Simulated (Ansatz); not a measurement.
# V_Cl in AgCl (Fm-3m): charge-transition levels and formation energies

Charge states of V_Cl in AgCl (Fm-3m), set against the band edges. Model: a cell of 54 host atoms with 1 Cl taken out.

Main program and level: Ansatz 0.2.0; place-levels on r2SCAN runs: charge-transition levels and formation energies with image-charge correction and potential alignment at the atomic sites; PAW set soft_1.

## 1. The structure

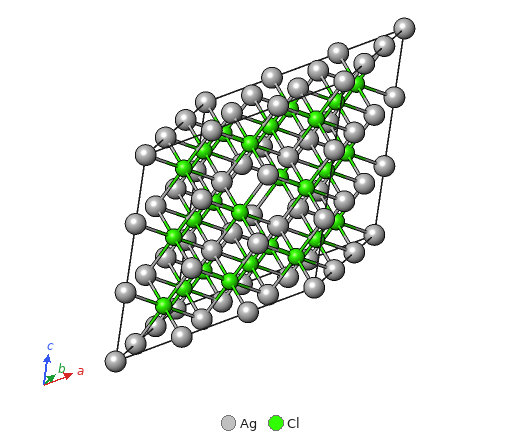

The starting structure, seen slightly off an axis (silver light grey, chlorine green). Bonds to atoms that aren't drawn are left out. Some periodic images of atoms are drawn too.

The cell holds 53 atoms: 27 Ag and 26 Cl. Cell: a = 11.763 Å, b = 11.763 Å, c = 11.763 Å, α = 60.0°, β = 60.0°, γ = 60.0°. It derives from AgCl (space group Fm-3m). Nearest the centre at fractional (0.500, 0.500, 0.500): Ag46 at 2.77 Å, Ag50 at 2.77 Å, Ag34 at 2.77 Å, Ag28 at 2.77 Å, Ag44 at 2.77 Å, Ag32 at 2.77 Å, Cl10 at 3.92 Å, Cl22 at 3.92 Å.

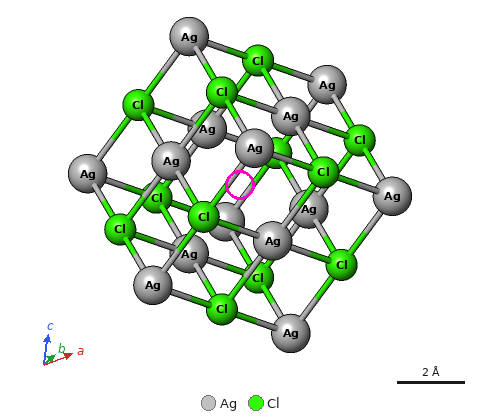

The atoms within 5 Å of the centre. A ring marks the centre wherever it is empty.

Structure file:

```xyz
53
Lattice="0.0000 8.3180 8.3180 8.3180 0.0000 8.3180 8.3180 8.3180 0.0000" Properties=species:S:1:pos:R:3 pbc="T T T"
Ag    0.0000    0.0000    0.0000
Cl    2.7727    2.7727    2.7727
Ag    2.7727    2.7727    0.0000
Cl    5.5453    5.5453    2.7727
Ag    5.5453    5.5453    0.0000
Cl    8.3180    8.3180    2.7727
Ag    2.7727    0.0000    2.7727
Cl    5.5453    2.7727    5.5453
Ag    5.5453    2.7727    2.7727
Cl    8.3180    5.5453    5.5453
Ag    8.3180    5.5453    2.7727
Cl   11.0907    8.3180    5.5453
Ag    5.5453    0.0000    5.5453
Cl    8.3180    2.7727    8.3180
Ag    8.3180    2.7727    5.5453
Cl   11.0907    5.5453    8.3180
Ag   11.0907    5.5453    5.5453
Cl   13.8633    8.3180    8.3180
Ag    0.0000    2.7727    2.7727
Cl    2.7727    5.5453    5.5453
Ag    2.7727    5.5453    2.7727
Cl    5.5453    8.3180    5.5453
Ag    5.5453    8.3180    2.7727
Cl    8.3180   11.0907    5.5453
Ag    2.7727    2.7727    5.5453
Cl    5.5453    5.5453    8.3180
Ag    5.5453    5.5453    5.5453
Ag    8.3180    8.3180    5.5453
Cl   11.0907   11.0907    8.3180
Ag    5.5453    2.7727    8.3180
Cl    8.3180    5.5453   11.0907
Ag    8.3180    5.5453    8.3180
Cl   11.0907    8.3180   11.0907
Ag   11.0907    8.3180    8.3180
Cl   13.8633   11.0907   11.0907
Ag    0.0000    5.5453    5.5453
Cl    2.7727    8.3180    8.3180
Ag    2.7727    8.3180    5.5453
Cl    5.5453   11.0907    8.3180
Ag    5.5453   11.0907    5.5453
Cl    8.3180   13.8633    8.3180
Ag    2.7727    5.5453    8.3180
Cl    5.5453    8.3180   11.0907
Ag    5.5453    8.3180    8.3180
Cl    8.3180   11.0907   11.0907
Ag    8.3180   11.0907    8.3180
Cl   11.0907   13.8633   11.0907
Ag    5.5453    5.5453   11.0907
Cl    8.3180    8.3180   13.8633
Ag    8.3180    8.3180   11.0907
Cl   11.0907   11.0907   13.8633
Ag   11.0907   11.0907   11.0907
Cl   13.8633   13.8633   13.8633
```

The host's dielectric constants go in as inputs: 5.33 for the electrons alone, 16.41 with the ions, computed on the host (DFPT, PBEsol, on the r2SCAN cell), and a cell off the functional's own equilibrium shifts the ionic part.

The cell's shortest repeat is 11.8 Å.

## 2. What was run first

Levels follow from differences of total energies between charge states, each relaxed by itself.

Random displacements of about 0.05 Å break the site symmetry at the start, so that the relaxation can reach a distorted minimum if there is one. Forces are taken at one point at (¼, ¼, ¼). The cell holds 1 electron more than the neutral one, with a uniform background that keeps it neutral on the whole.

The sampling was tested on the host first: at the k-points planned (1x1x1 shifted 0.25 0.25 0.25) its energy lies 0.012 eV an atom from the dense-mesh value, under the bound of 0.02 eV set for this test; that bounds the host's error, not the defect's.

One state's input; the others differ in charge, spin, start and seed, and in occupations where the table says so.

qm1.relax/input.yaml reads:

```yaml
crystal:
  lattice:
    - [0.0, 2.772663, 2.772663]
    - [2.772663, 0.0, 2.772663]
    - [2.772663, 2.772663, 0.0]
  atoms:
    - { symbol: Ag, position: [0.0, 0.0, 0.0] }
    - { symbol: Cl, position: [0.5, 0.5, 0.5] }
  supercell: [3, 3, 3]
  defects: [{ vacancy: 27 }]
total_charge: -1
basis:
  ecutwfc: 500
  xc_grid: 2
hamiltonian:
  xc: r2scan
  pseudopotentials: { kind: paw, azcp: { folder: soft_1 } }
kpoints:
  mp_grid: { grid: [1, 1, 1], shift: [0.25, 0.25, 0.25] }
scf:
  occupations: { method: fixed }
  max_iter: 60
output:
  forces: true
  charged_corrections: { epsilon: 5.33, static_epsilon: 16.41 }
relax:
  f_tol: 0.02
  max_steps: 80
  random_displacement: { amplitude: 0.05, seed: 5565 }
checkpoint:
  write: "../qm1.relax.run"
  compress: false
  write_wavefunctions: true
  write_every: 100000
```

Command:

```console
$ ansatz run input.yaml --threads 4 --pin off --max-ram 15073MiB --backend cpu --events-out ev --progress --plain --runs-dir out
```

The relaxed structure is kept and the sampling changed to a 2×2×2 shifted mesh.

The run of this state that the levels use, under r2SCAN:

qm1.point/input.yaml reads:

```yaml
crystal:
  checkpoint: "../qm1.relax.run"
  host: checkpoint
total_charge: -1
basis:
  ecutwfc: 500
  xc_grid: 2
hamiltonian:
  xc: r2scan
  pseudopotentials: { kind: paw, azcp: { folder: soft_1 } }
kpoints:
  mp_grid: { grid: [2, 2, 2], shift: [0.5, 0.5, 0.5] }
scf:
  occupations: { method: fermi_dirac, width: 0.01 }
  max_iter: 60
output:
  forces: true
  eigenvalues: true
  charged_corrections:
    epsilon: 5.33
    static_epsilon: 16.41
    defect_position: [0.5, 0.5, 0.5]
  eigenstates: { localisation: true }
  populations: true
  band_densities: [{ bands: [v1, v1] }, { bands: [c1, c1] }]
  write_density: true
  write_potential: true
  volumetric_format: npy
  elf: true
checkpoint:
  read: "../qm1.relax.run"
  write: "../qm1.point.run"
  compress: false
  write_wavefunctions: false
  write_every: 100000
```

Relaxations under r2SCAN at one point at (¼, ¼, ¼); times on 4 threads of Arm Neoverse V2, shared host:

```
charge  moment (μB)  occupations    outcome  steps  largest displacement against the far atoms (Å)     time
    −1            0        fixed  converged      8                                            0.78  4.9 min
     0            1        fixed  converged      8                                            0.72   11 min
    +1            0        fixed  converged      3                                            0.13  2.4 min
```

Single points under r2SCAN at a 2×2×2 shifted mesh; times on 4 threads of Arm Neoverse V2, shared host:

```
charge  moment (μB)  occupations    outcome     time
    −1            0  fermi-dirac  converged  3.4 min
     0            1  fermi-dirac  converged  9.2 min
    +1            0  fermi-dirac  converged  3.7 min
```

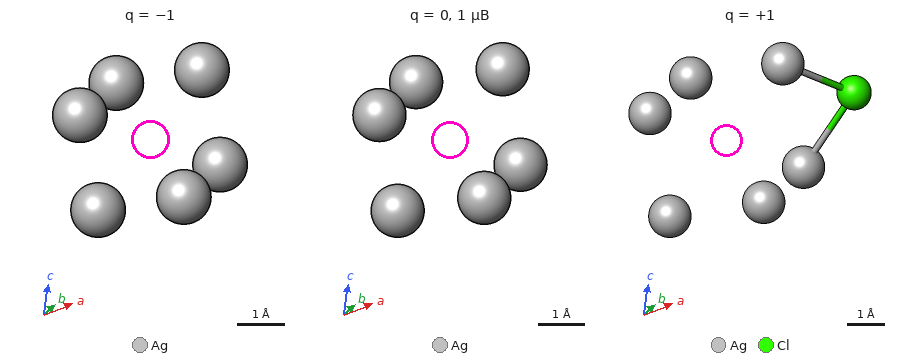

The structures near the centre after relaxation with r2SCAN, by charge. A ring marks the centre wherever it is empty. Bonds to atoms that aren't drawn are left out.

Distances (Å) from the ideal centre to the nearest atoms after relaxation with r2SCAN:

| charge | moment (μB) | 1. | 2. | 3. | 4. | 5. | 6. |
| --- | --- | --- | --- | --- | --- | --- | --- |
| −1 | 0 | Ag 1.99 | Ag 1.99 | Ag 1.99 | Ag 2.00 | Ag 2.00 | Ag 2.00 |
| 0 | 1 | Ag 2.05 | Ag 2.06 | Ag 2.07 | Ag 2.08 | Ag 2.09 | Ag 2.09 |
| +1 | 0 | Ag 2.80 | Ag 2.81 | Ag 2.81 | Ag 2.81 | Ag 2.81 | Ag 2.81 |

## 3. place-levels, r2SCAN

A charged cell interacts with its images and the background, and its potential has another zero than the host's. place-levels removes the first by a point-charge model, screened by the static dielectric constant since the ions have relaxed around the charge, and the second by comparing potentials at atoms far from the defect.

The host is a run of the defect-free crystal in the same cutoffs, grids and k-points, so that basis and sampling errors cancel in part in the differences. The host is run in a cell of 2 atoms on a matching mesh. Its band edges are searched through the zone by a band path, so the gap is smaller than, or equal to, that on the mesh. Chemical potentials are energies per atom of Cl (Cl2 molecule), run with the same functional and cutoff.

levels.point.yaml reads:

```yaml
host:
  run: host.point.run
states: [qm1.point.run, q0_M1.point.run, qp1.point.run]
geometry_from:
  qm1.point.run: qm1.relax.run
  q0_M1.point.run: q0_M1.relax.run
  qp1.point.run: qp1.relax.run
chemical_potentials:
  Cl:
    energy: -1083.515636
    dataset: "<sha256 of the dataset>"
epsilon: 5.33
static_epsilon: 16.41
vertical:
  - { from: qm1.point.run, to: qm1.point_neutral.run }
  - { from: qp1.point.run, to: qp1.point_neutral.run }
```

Command:

```console
$ ansatz place-levels levels.point.yaml -- --threads 4 --pin off --max-ram 15073MiB
```

Numbers of over 12 decimals in the logs are rounded to 6 here.

Log:

```text
[... repeated set-up lines and file paths are left out, and long positions are rounded to six places ...]
(+1/0) 0.542 eV above the valence edge, 0.930 eV under the conduction edge; not on the lower envelope
(0/-1) 0.128 eV above the valence edge, 1.344 eV under the conduction edge; not on the lower envelope
(+1/-1) 0.335 eV above the valence edge, 1.137 eV under the conduction edge: charges between them are lowest nowhere
formation energy of charge +1: +1.783 eV with the Fermi level at the valence edge
formation energy of charge 0: +2.325 eV with the Fermi level at the valence edge
formation energy of charge -1: +2.453 eV with the Fermi level at the valence edge
vertical -1 to 0: no energy, since no alignment is typed
  the change from vertical[0].from (qm1.point.run) to vertical[0].to (qm1.point_neutral.run): by its potential at epsilon 5.33 it stands at 0.500 0.500 0.500, with an rms radius of about 4.0 Å (2.3 2.3 2.3 Å across the planes of the cell's vectors); [...]
vertical +1 to 0: no energy, since no alignment is typed
  the change from vertical[1].from (qp1.point.run) to vertical[1].to (qp1.point_neutral.run): by its potential at epsilon 5.33 it stands at 0.499 0.500 0.500, with an rms radius of about 3.8 Å (2.2 2.2 2.2 Å across the planes of the cell's vectors); [...]
  edges by r2scan, gap 1.472 eV; the host is sampled to repeats of 23.53 Å
  the defect's cells are sampled to repeats of 23.53 Å, like sampling
  charge +1: -233520.1347 eV with its correction of -0.074 eV, at epsilon 16.41, aligned at sites: -0.1952 eV, mean over 21 atomic sites at or beyond 5.88 Å from the defect at [0.5000, 0.5000, 0.5000], with +0.000000 for the charge's moments and without [...]
  charge 0: +0.000 eV for its dipole among its images, +0.000 omitted
  charge -1: -233503.9725 eV with its correction of +0.244 eV, at epsilon 16.41, aligned at sites: -0.1235 eV, mean over 21 atomic sites at or beyond 5.88 Å from the defect at [0.5000, 0.5000, 0.5000], with -0.000000 for the charge's moments and without [...]
  of states[2] (qp1.point.run): it parts from the run at its places by a charge that spreads by about 2.2 Å along one vector (1.7 Å or more is wide), by its potential at epsilon 5.33, taken for that of held ions (one typed too small widens it), where the cell [...]
  of states[1] (q0_M1.point.run): its alignment with the host at atomic sites is doubtful: the cell is too small to show whether the defect's potential has decayed: take a larger one; [...]
  of states[0] (qm1.point.run): it parts from the run at its places by a charge that spreads by about 2.3 Å along one vector (1.7 Å or more is wide), by its potential at epsilon 5.33, taken for that of held ions (one typed too small widens it), where the cell [...]
  of vertical[0].from (qm1.point.run): it parts from the run at its places by a charge that spreads by about 2.3 Å along one vector (1.7 Å or more is wide), by its potential at epsilon 5.33, taken for that of held ions (one typed too small widens it), where [...]
  vertical[0].to (qm1.point_neutral.run): levels filled in part (TS 0.006 eV): its energy is of no whole electron's
  of vertical[0].to (qm1.point_neutral.run): stability_check_not_made
  of vertical[1].from (qp1.point.run): it parts from the run at its places by a charge that spreads by about 2.2 Å along one vector (1.7 Å or more is wide), by its potential at epsilon 5.33, taken for that of held ions (one typed too small widens it), where [...]
  of vertical[1].to (qp1.point_neutral.run): its moments are held at its close (magnetization.spin_locking), by a field of 0.284 eV a Bohr magneton, and its energy and levels are of the state that this holds: a run that lets them go can end lower; [...]
```

Wall time 0.25 s (4 threads of Arm Neoverse V2, shared host).

Levels between the charges placed, in eV above the valence top:

|  | gap (eV) | (+1/0) | (0/−1) |
| --- | --- | --- | --- |
| r2SCAN | 1.47 | 0.54 | 0.13 |

Corrections by state:

| charge | moment (μB) | image terms and alignment (eV) | band filling (eV) | ε used | over the lowest of its charge, as the program ranks them, band filling apart (eV) |
| --- | --- | --- | --- | --- | --- |
| +1 | 0.0 | -0.074 | - | 16.41 | 0.000 |
| 0 | 1.0 | 0.000 | - | - | 0.000 |
| −1 | 0.0 | 0.244 | - | 16.41 | 0.000 |

The charged structures listed were also run neutral, and place-levels reads from each pair, by the potential or the spins, how wide the charge is by which they differ; that can be the carrier of either run.

```
charge  rms radius (Å)  spread where it is widest against the cell (Å)  wide from (Å)  reading
    +1             3.8                                            2.18           1.66     wide
    −1             4.0                                            2.28           1.66     wide
```

The neutral runs of these pairs need not share the spin of the lowest neutral state, and very wide values only mean spread over the cell.

From the program's caveats on the states, each cut to its opening words:

- charge +1: it parts from the run at its places by a charge that spreads by about 2.2 Å along one vector (1.7 Å or more is wide), by its potential at epsilon 5.33, taken [...]
- charge +1, 0 (1 μB), −1: its alignment with the host at atomic sites is doubtful: the cell is too small to show whether the defect's potential has decayed: take a larger one
- charge 0 (1 μB): its moments are held at its close (magnetization.spin_locking), by a field of 0.019 eV a Bohr magneton, and its energy and levels are of the state that this [...]
- charge 0 (1 μB): flagged: stability check not made
- charge −1: it parts from the run at its places by a charge that spreads by about 2.3 Å along one vector (1.7 Å or more is wide), by its potential at epsilon 5.33, taken [...]

The host's formation energy from the elements is -0.640 eV per atom; it sets how far the chemical potentials can move.

Limit set by the element alone; other compounds of these elements are not counted. Chemical potentials from the elements' reference states: Ag 0.00 eV, Cl -1.28 eV. Formation energies (Ag-rich), with the Fermi level at the valence top and at the conduction bottom (gap 1.47 eV):

```
charge  at valence top (eV)  at conduction bottom (eV)  correction included (eV)
    +1                 0.50                       1.97                     -0.07
     0                 1.04                       1.04                      0.00
    −1                 1.17                      -0.30                      0.24
```

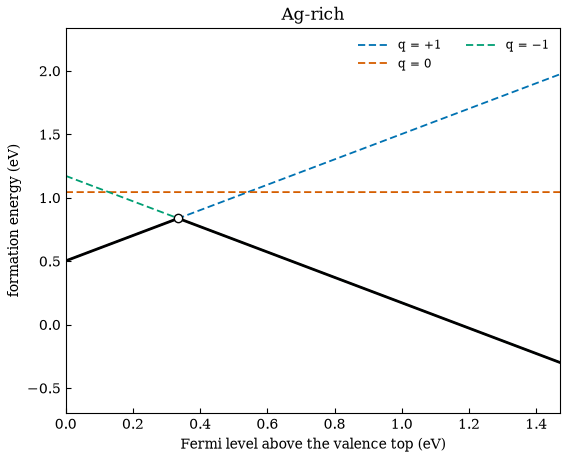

Formation energy against Fermi level; the thick line follows the lowest charge state and circles mark the transition levels.

Limit set by the element alone; other compounds of these elements are not counted. Chemical potentials from the elements' reference states: Cl 0.00 eV, Ag -1.28 eV. Formation energies (Cl-rich), with the Fermi level at the valence top and at the conduction bottom (gap 1.47 eV):

```
charge  at valence top (eV)  at conduction bottom (eV)  correction included (eV)
    +1                 1.78                       3.25                     -0.07
     0                 2.33                       2.33                      0.00
    −1                 2.45                       0.98                      0.24
```

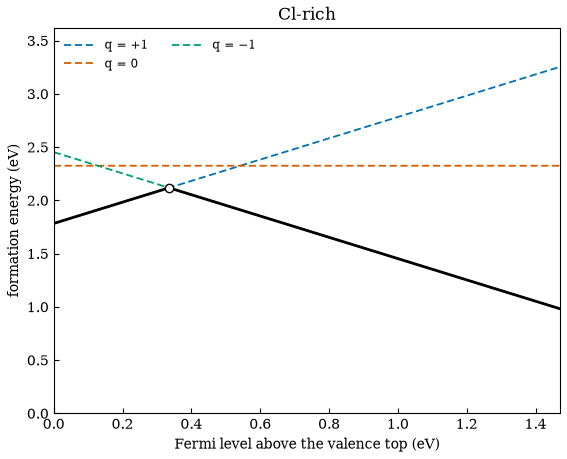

Formation energy against Fermi level; the thick line follows the lowest charge state and circles mark the transition levels.

## 4. The same at the relaxations' own k-points

The relaxations' own energies give the levels at their sampling, for comparison.

levels.relax_mesh.yaml reads:

```yaml
host:
  run: host.relax.run
states: [qm1.relax.run, q0_M1.relax.run, qp1.relax.run]
chemical_potentials:
  Cl:
    energy: -1083.515636
    dataset: "<sha256 of the dataset>"
```

Command:

```console
$ ansatz place-levels levels.relax_mesh.yaml -- --threads 4 --pin off --max-ram 15073MiB
```

Log:

```text
[...]
(0/-1) 0.051 eV beneath the valence edge, in the valence band; not on the lower envelope
[...]
formation energy of charge +1: +1.754 eV with the Fermi level at the valence edge
formation energy of charge 0: +2.159 eV with the Fermi level at the valence edge
formation energy of charge -1: +2.108 eV with the Fermi level at the valence edge
  edges by r2scan, gap 1.467 eV; the host is sampled to repeats of 11.76 Å
[... the lines on each state left out ...]
```

The job ended after 0.08 s (4 threads).

Levels between neighbouring charges, in eV above the valence top:

```csv
,gap (eV),(+1/0),(0/−1)
"one point at (¼, ¼, ¼)",1.47,0.40,-0.05
a 2×2×2 shifted mesh,1.47,0.54,0.13
```

Going from one point at (¼, ¼, ¼) to a 2×2×2 shifted mesh moves the levels that carry no band-filling term by up to 0.18 eV and formation energies against the elements by up to 0.35 eV.

## 5. Another choice

The levels are placed again with one choice changed, to see how much they rest on it.

levels.try0.yaml is levels.point.yaml with these lines changed:

```diff
-epsilon: 5.33
-static_epsilon: 16.41
+epsilon: 1.0001
+static_epsilon: 1.0001
```

Command:

```console
$ ansatz place-levels levels.try0.yaml -- --threads 4 --pin off --max-ram 15073MiB
```

Log:

```text
(+1/0) 0.706 eV beneath the valence edge, in the valence band
(0/-1) 1.375 eV above the valence edge, 0.097 eV under the conduction edge
formation energy of charge +1: +3.031 eV with the Fermi level at the valence edge
formation energy of charge 0: +2.325 eV with the Fermi level at the valence edge
formation energy of charge -1: +3.700 eV with the Fermi level at the valence edge
vertical -1 to 0: no energy, since no alignment is typed
vertical +1 to 0: no energy, since no alignment is typed
  edges by r2scan, gap 1.472 eV; the host is sampled to repeats of 23.53 Å
[... the lines on each state left out ...]
```

The change: no screening of the image charge.

Levels in eV above the valence top; the changed ones are not the defect's:

|  | gap (eV) | (+1/0) | (0/−1) |
| --- | --- | --- | --- |
| changed | 1.47 | -0.71 | 1.37 |
| as set up | 1.47 | 0.54 | 0.13 |

The largest shift is 1.25 eV.

## 6. Results

| Quantity | Value |
| --- | --- |
| gap of the host | 1.47 eV (r2SCAN) |
| level (plus 1/0) | 0.54 eV above the valence top, not a change between lowest states |
| level (0/minus 1) | 0.13 eV above the valence top, not a change between lowest states |
| level (plus 1/minus 1) | 0.33 eV above the valence top |
| lowest of the charges placed, just above the valence top (0.02 eV) | +1 |
| lowest of the charges placed, just below the conduction bottom (0.02 eV) | −1 |
| lowest formation energy at mid-gap of the charges run, Ag-rich | 0.44 eV |
| lowest formation energy at mid-gap of the charges run, Cl-rich | 1.72 eV |

**Reading.** Of the charges placed (−1, 0 and +1), the lowest changes at 0.33 eV (+1/−1) above the valence top, in a gap of 1.47 eV. (+1/−1) passes over charge 0, which lies 0.21 eV above the two there; a lower structure or spin state of it, if missed, would change that. Charges above +1 and below −1 were not placed, so these runs say nothing of levels that involve them. States placed: +1 at 0 μB; 0 at 1 μB; −1 at 0 μB. Other spin states or structures, where not listed, weren't placed. Going from one point at (¼, ¼, ¼) to a 2×2×2 shifted mesh moves the levels that carry no band-filling term by up to 0.18 eV and formation energies against the elements by up to 0.35 eV. The program doubts the alignment of potentials for at least one state, a sign that the cell is small. What this leaves open: r2SCAN makes the gap too small and tends to spread out bound carriers; where a gas molecule sets a chemical potential or the host's formation energy, its binding is uncorrected; spin–orbit coupling, which can matter with heavy atoms, is left out.

[Logs are printed without paths, hosts, clocks, repeated set-up lines and the standing remarks that a program may print on its own settings, such as how far it seeks lower states.]

[Hosts, paths, dates, database ids (printed as entryN), source tags and the programs' standing remarks are cut or masked in the printed files.]

[Where a table of states has a column of steps, it counts the stored structures, which are thinned; the runs took as many ionic steps or more.]

[A defect's name tells the site on which it was built; relaxed atoms can leave that site.]

[For some hosts the program warned that the k-mesh of the response run may be too coarse for force constants and the static dielectric constant; such warnings are not shown here.]
